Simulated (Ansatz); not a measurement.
## Single-point calculation, with input and output: Ta (charge +6)

Ta (Im-3m, 1 atom in the cell, total charge +6), computed with DFT, PBE, plane waves, PAW, no spin polarisation (Ansatz 0.2.0).

The structure derives from an entry of the Crystallography Open Database. Some settings of this run were made unusual or wrong on purpose. Figures and captions count atoms from 1; the log counts them from 0 in places.

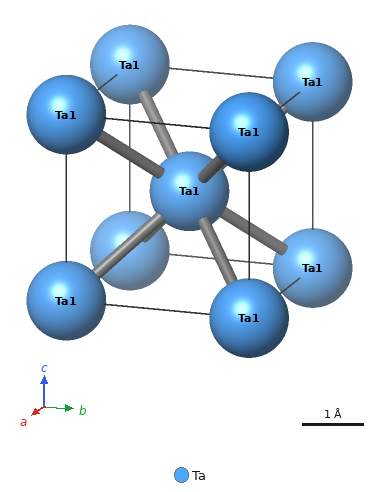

The structure (ball-and-stick view of the cell 2 times as large as that of the calculation, set on its symmetry axes, seen slightly off an axis; atoms are numbered from 1 in the order of the input). Near neighbours in the crystal (not all of them lie inside the picture): Ta has 8 Ta at 2.79 Å.

**What the run reported**

- outcome: converged
- space group (tolerance 0.01 Å): Im-3m (229)
- electrons treated: 7
- free energy: −10016.1664 eV
- Fermi energy: −16.550 eV
- gap on the k-point mesh: none (metallic)
- pressure: 415.75 GPa
- largest force (length of the vector): under 0.001 eV/Å
- hardware: 1 thread of Intel Xeon (Granite Rapids), 64 GiB of memory available, shared host
- wall time: 1.3 s
- peak memory: 0.33 GiB

The input was spoiled on purpose: a charge that the system can't hold (`total_charge`). The cell cannot bind or give up so many electrons; the background charge dominates. The program still converged, but the numbers can't be taken as results for the intended system.

**Input file**
```yaml
crystal:
  lattice:
    - [-1.6080400491, 1.6080400491, 1.6080400491]
    - [1.6080400491, -1.6080400491, 1.6080400491]
    - [1.6080400491, 1.6080400491, -1.6080400491]
  atoms:
    - { symbol: Ta, position: [0.0, 0.0, 0.0] }
basis:
  ecutwfc: 420
kpoints:
  mp_grid: { grid: [18, 18, 18] }
hamiltonian:
  xc: pbe
scf:
  occupations: { method: gaussian, width: 0.1 }
  max_iter: 80
output:
  forces: true
  eigenvalues: true
  stress: true
total_charge: 6
```

Run as:
```bash
ansatz run input.yaml --threads 1 --pin off --max-ram 2560MiB --backend cpu --events-out ev --progress --plain --runs-dir out
```

**Output**
```
Engine: ansatz 0.2.0, x86_64-unknown-linux-gnu
Pseudopotentials: kind: paw
Pseudopotential: Ta, paw, valence charge 13, recommended cutoff 420 eV (normal), Ta.paw.azcp
Functional definition: PBE
  parameter kappa = 0.804
  parameter beta = 0.06672455060314922
  exchange = pbe_x(kappa = kappa, mu = beta*pi^2/3)
  correlation = pbe_c(beta = beta)
Crystal: 1 atoms, lattice volume = 16.632 Å³
Basis set: ecut = 420 eV, 321 PW (Γ), exchange–correlation on 40×40×40 points (8 copies of the dense FFT grid, shifted against one another)
Bands: 8, of which v1, the nominal top of the filled ones, is band 4 counted from 1 (3 counted from 0)
Symmetry: 48 space group operations
Space group: Im-3m (ITA 229), of the structure as read, at distance tolerance 2.6e-5 Å
k-points: 195 of 5832
Non-local potential: Ta, projectors of the file, l = 0: 3, l = 1: 2, l = 2: 2, l = 3: 1
PAW form: soft (Blöchl's): semilocal exchange-correlation on the pseudo side does not see the compensation charge
PAW one-centre angular grid: Ta, 590 points (default); XC on 64 Gauss nodes
Initial density: superposition of atomic densities (neutral atoms scaled as one to the charged cell's electrons: chi_scale 0, normalization atom), corrected by the library's trained network
Initial wavefunctions: pseudopotential atomic-orbital guess
Functional: x = pbe(κ = 0.804, μ = 0.2195149727645171), c = pbe(β = 0.06672455060314922)
SCF iter   1: F=—  HF=-10033.433239 eV  |F-HF|=—  |Δ(HF+E_count)|=         —  Δρ=4.43e-1  dr2=2.93e1  ethr=1.77e-3  ⟨swp⟩=5.9  Hψ=12744  notcnv=0
preconditioner: auto → none  [metal: Δε(μ)=0.000 eV  Ē_g=40.439 eV  σ=0.100 eV  W_gap=0.00  n_scr=0 (ndim 8)  ℏωp=20.4 eV  f_vac=0.000  D(μ)=12.31/eV (n_scr^D=428)]
SCF iter   2: F=—  HF=-10018.487689 eV  |F-HF|=—  |Δ(HF+E_count)|=    1.49e1  Δρ=1.67e-1  dr2=4.62e0  ethr=1.77e-3  ⟨swp⟩=4.2  Hψ=6310  notcnv=0
SCF iter   3: F=—  HF=-10016.171156 eV  |F-HF|=—  |Δ(HF+E_count)|=    2.32e0  Δρ=1.85e-2  dr2=1.88e-2  ethr=1.77e-3  ⟨swp⟩=4.3  Hψ=5215  notcnv=0
SCF iter   4: F=—  HF=-10016.166675 eV  |F-HF|=—  |Δ(HF+E_count)|=   4.48e-3  Δρ=1.59e-3  dr2=3.68e-4  ethr=2.69e-4  ⟨swp⟩=2.9  Hψ=3031  notcnv=0
SCF iter   5: F=—  HF=-10016.166415 eV  |F-HF|=—  |Δ(HF+E_count)|=   2.60e-4  Δρ=1.31e-4  dr2=1.45e-6  ethr=5.26e-6  ⟨swp⟩=2.2  Hψ=2191  notcnv=0
SCF iter   6: F=—  HF=-10016.166414 eV  |F-HF|=—  |Δ(HF+E_count)|=   7.45e-7  Δρ=1.49e-5  dr2=8.82e-9  ethr=1.43e-9  ⟨swp⟩=7.8  Hψ=11475  notcnv=0
SCF iter   7: F=-10016.166414 eV  HF=-10016.166414 eV  |F-HF|=9.28e-11  |Δ(HF+E_count)|=   5.48e-9  Δρ=1.46e-6  dr2=9.75e-11  ethr=1.26e-10  ⟨swp⟩=2.0  Hψ=4477  notcnv=0
SCF 1 converged in 7 iterations: F = -10016.166414 eV  dr2 = 9.75e-11
  greatest PAW one-centre occupation: 1.001 electrons in one spin orbital (limit 2), on the Ta atom at site 0 (counted from 0), in its partial waves of l = 0
```

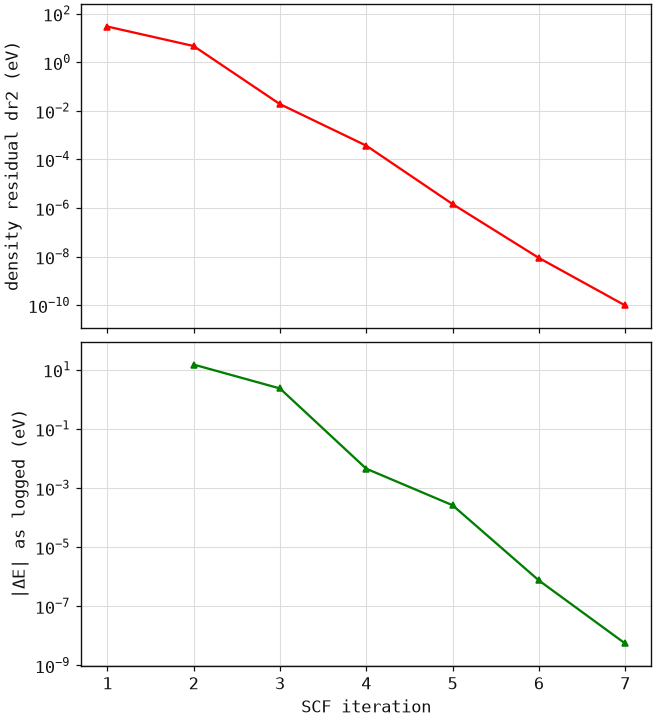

Convergence of the self-consistent field: density residual dr2 and size of the energy change against the SCF iteration. The residual falls at every step.

```
SCF converged after 7 iterations
Free energy (F): -10016.166414 eV
Harris-Foulkes:  -10016.166414 eV  (|F-HF|=9.28e-11)
Internal energy: -10016.123051 eV  (E = F + TS)
E sigma→0 (E₀):  -10016.144732 eV
Entropy (-TS):   -0.043363 eV (-43.363 meV/atom)
Fermi energy:    -16.549854 eV
--- Per-component energies (eV) ---
  E_band       = -187.895936
  E_kinetic    = 232.288273
  E_local      = -479.009164  (includes V_loc(G=0)·N_el)
  E_nonlocal   = -1.454907
  E_hartree    = 135.284626
  E_xc         = -150.935170
  E_vxc        = -118.182042  (∫ρ·V_xc dr)
  E_paw        = -8375.431174  (= ΣΔE_a)
  E_vpaw       = -92.107347  (= ΣTr[D̂ρ^β])
  E_aug_tail   = 0.000124  (compensation charges beyond the density's cutoff)
  E_ewald      = -1376.865658
  E_smearing   = -0.043363  (= −TS)
  E_closure    = -0.000000  (closes the sum)
  E_deformation_potential = 177.735654  (in the stress; not in F)
  Σ components = -10016.166414   (vs F -10016.166414, Δ=0.00e0)
--- Forces (eV/Å), atoms counted from 1 ---
  atom   1  Ta    -0.00000000     0.00000000    -0.00000000
  max |Σ_I F_I| component: 3.08e-32 eV/Å
--- Stress (GPa, compression-positive) ---
      415.746591       0.000000       0.000000
        0.000000     415.746591      -0.000000
        0.000000       0.000000     415.746591
  P = ⅓ Tr σ = 415.7466 GPa (4157.466 kbar)
--- Band table (eV; the first three rows and the last of 195) ---
  k-point 0: bands = ["-51.7963", "-16.4540", "-16.4540", "-16.4540", "17.8970", "21.7362", "21.7362", "21.7362"]
  k-point 1: bands = ["-51.7935", "-16.4819", "-16.4635", "-16.4539", "18.0347", "21.6842", "21.7468", "21.8554"]
  k-point 2: bands = ["-51.7852", "-16.5619", "-16.4907", "-16.4537", "18.4233", "21.5374", "21.7849", "22.2074"]
  k-point 194: bands = ["-51.6257", "-17.1019", "-17.1019", "-17.1019", "19.4014", "19.4014", "26.5119", "26.5119"]
```
